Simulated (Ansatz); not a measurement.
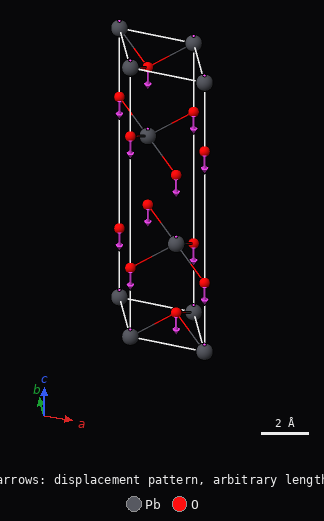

One vibrational mode of crystalline PbO2 (a generated structure) at the zone centre. The pink arrows give the relative displacements of the atoms. Style: ball-and-stick. Shown: the conventional cell (3 times the calculation's cell), from a free direction. Lengths and directions refer to the drawn axes.

The calculation used DFT PBE, scalar-relativistic, plane waves, PAW in Ansatz. Settings: plane-wave cutoff 420 eV; k-point mesh 12 × 12 × 12; occupations gaussian; smearing width 0.01 eV; no spin polarisation.

Frequencies are those without the non-analytic (LO–TO) term.

> What mode is this, and where does it lie in the spectrum?

This is the A₂u mode at 339 cm⁻¹, optical level 2 of 4, counted from below, infrared-active by symmetry. The O sublattice moves against the Pb sublattice, along c; the kinetic energy is shared as O 87 %, Pb 13 %.
